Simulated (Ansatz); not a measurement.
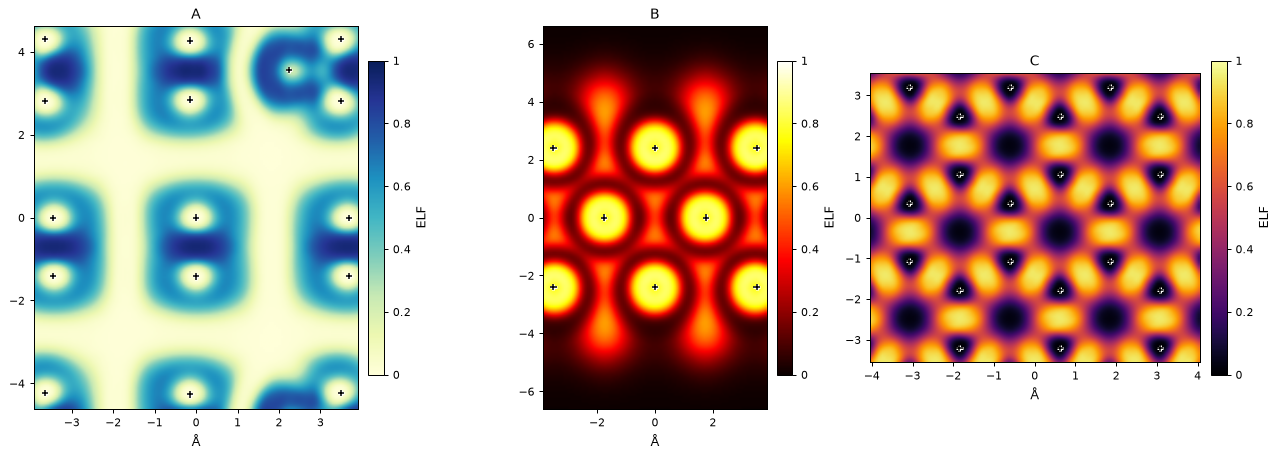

The electron localisation function of 3 systems, each on a plane through atoms (crosses mark nuclei in the plane).

Computed with DFT PBE+D3(BJ), scalar-relativistic, plane waves, PAW in Ansatz.

System 1: C, the (001) plane of the conventional cell. Space group P6/mmm; a structure from a database of computed crystals, not necessarily the ambient phase.

System 2: Hf (slab), the (11̄0) plane of the calculation cell, a cut from vacuum to vacuum. 

```cif
data_structure
_symmetry_space_group_name_H-M 'P 1'
_symmetry_Int_Tables_number 1
_cell_length_a 6.0703
_cell_length_b 6.0703
_cell_length_c 20.9564
_cell_angle_alpha 90.000
_cell_angle_beta 90.000
_cell_angle_gamma 109.471
_cell_volume 728.06
loop_
_atom_site_label
_atom_site_type_symbol
_atom_site_fract_x
_atom_site_fract_y
_atom_site_fract_z
_atom_site_occupancy
Hf1 Hf 0.25000 0.25000 0.38174 1
Hf2 Hf 0.25000 0.75000 0.38174 1
Hf3 Hf 0.75000 0.25000 0.38174 1
Hf4 Hf 0.75000 0.75000 0.38174 1
Hf5 Hf 0.50000 0.50000 0.49664 1
Hf6 Hf 0.50000 0.00000 0.49664 1
Hf7 Hf 0.00000 0.50000 0.49664 1
Hf8 Hf 0.00000 0.00000 0.49664 1
Hf9 Hf 0.75000 0.75000 0.61153 1
Hf10 Hf 0.75000 0.25000 0.61153 1
Hf11 Hf 0.25000 0.75000 0.61153 1
Hf12 Hf 0.25000 0.25000 0.61153 1
```

System 3: C₃₂O (cell with a defect), the (011) plane of the calculation cell. 

```xyz
33
Lattice="0.0000 0.0000 7.1349 1.2324 6.4036 3.5674 -6.1618 2.1345 3.5674" Properties=species:S:1:pos:R:3 pbc="T T T"
C    -3.7137    3.5816   10.6677
C    -3.7160    3.6018    7.2076
C    -4.9487    5.7232    7.0394
C    -4.9563    5.6746   10.7653
C    -0.0124    1.4365    7.1282
C    -0.0112    1.4582    3.5908
C    -1.2508    3.5847    3.5295
C    -1.2595    3.5797    7.2140
C    -2.4726    5.7215   10.7256
C    -2.4920    5.7314    7.1282
C    -3.7149    7.8542    6.9492
C    -3.6821    7.8731   10.5893
C    -0.0155    5.7166   10.6068
C    -0.0612    5.7343    7.1979
C    -2.4849    1.4533    3.5328
C    -2.4686    1.4412    7.2076
C    -2.4810    2.8744    3.5295
C    -2.4723    2.8795    7.2142
C    -3.7193    5.0228    7.1283
C    -3.7205    5.0009   10.7254
C    -4.9448    2.8706   10.6067
C    -4.9374    2.9191    7.1983
C    -0.0180    2.8776    3.5329
C    -0.0157    2.8573    7.2073
C    -1.2469    5.0059   10.6677
C    -1.2632    5.0180    7.2073
C    -2.4839    7.1462    7.0393
C    -2.4382    7.1284   10.7657
C    -4.9463    7.1432    6.9493
C    -4.9792    7.1242   10.5889
C    -1.2591    0.7377    3.5906
C    -1.2397    0.7279    7.1283
O    -4.3303    7.4987    9.3409
```

Match each panel to its system.

Panel A is system 3, C₃₂O: the plane holds C and O. C–C (1.42 Å): the ELF peaks at about 0.95 between the atoms. Panel B is system 2, Hf: the plane holds Hf. Hf–Hf (2.98 Å): the ELF is about 0.20 at the midpoint (no localised pair shows between them). Panel C is system 1, C: the plane holds C. C–C (1.42 Å): the ELF peaks at about 0.95 between the atoms.
